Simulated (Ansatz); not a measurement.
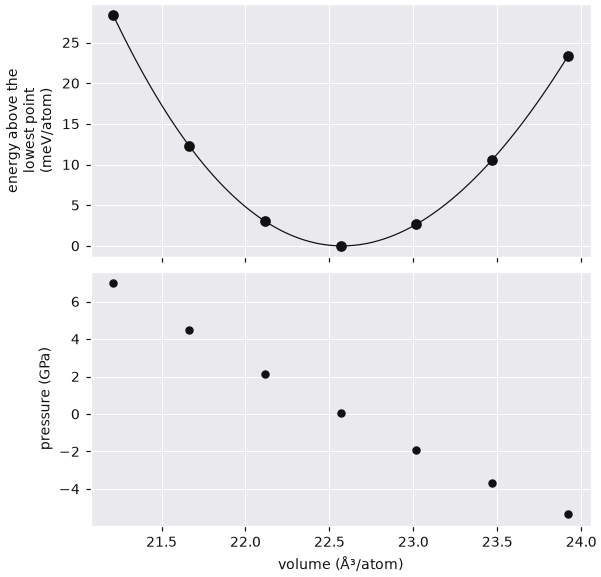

The picture above shows the energy above the lowest point and pressure against volume for Hf, space group Fm-3m (No. 225) (one of a set of cubic test structures, which need not be the stable phase).

Calculation (Ansatz 0.2.0 development build): equation of state of a cubic crystal from periodic Kohn-Sham density functional theory without spin, third-order Birch-Murnaghan fit to the free energies; pressure corrected for the finite basis. Level: PBE.

| setting | value |
| --- | --- |
| structure type | fcc |
| atoms in cell | 1 |
| space group number | 225 |
| lattice centring | face-centred primitive |
| k mesh | 14×14×14 |
| occupation method | Fermi–Dirac |
| occupation width | 0.06123 eV |
| wave cutoff | 700 eV |
| datasets | hard PAW |
| density tolerance | 1e−09 eV |
| bands | 17 |
| density cutoff ratio | 4 |
| search for lower states | default |

**Give the fitted equation-of-state parameters.**

A third-order Birch–Murnaghan fit gives V0 = 22.58 Å³/atom, B0 = 101 GPa and B′ = 3.2.

**Read off the course of the pressure.**

It falls from 7.0 GPa at volume 21.21 Å³/atom to −5.3 GPa at 23.92 Å³/atom, and changes sign near 22.58 Å³/atom.

Keep in mind: cubic model structure, not the ambient form; modest k-mesh, values are not fully converged in k.

The computed values:

```json
{"volume (Å³/atom)": "21.21", "energy above the lowest point (meV/atom)": "28.3", "pressure (GPa)": "7.0"}
{"volume (Å³/atom)": "21.66", "energy above the lowest point (meV/atom)": "12.3", "pressure (GPa)": "4.5"}
{"volume (Å³/atom)": "22.12", "energy above the lowest point (meV/atom)": "3.1", "pressure (GPa)": "2.2"}
{"volume (Å³/atom)": "22.57", "energy above the lowest point (meV/atom)": "0.0", "pressure (GPa)": "0.0"}
{"volume (Å³/atom)": "23.02", "energy above the lowest point (meV/atom)": "2.7", "pressure (GPa)": "-1.9"}
{"volume (Å³/atom)": "23.47", "energy above the lowest point (meV/atom)": "10.6", "pressure (GPa)": "-3.7"}
{"volume (Å³/atom)": "23.92", "energy above the lowest point (meV/atom)": "23.3", "pressure (GPa)": "-5.3"}
```
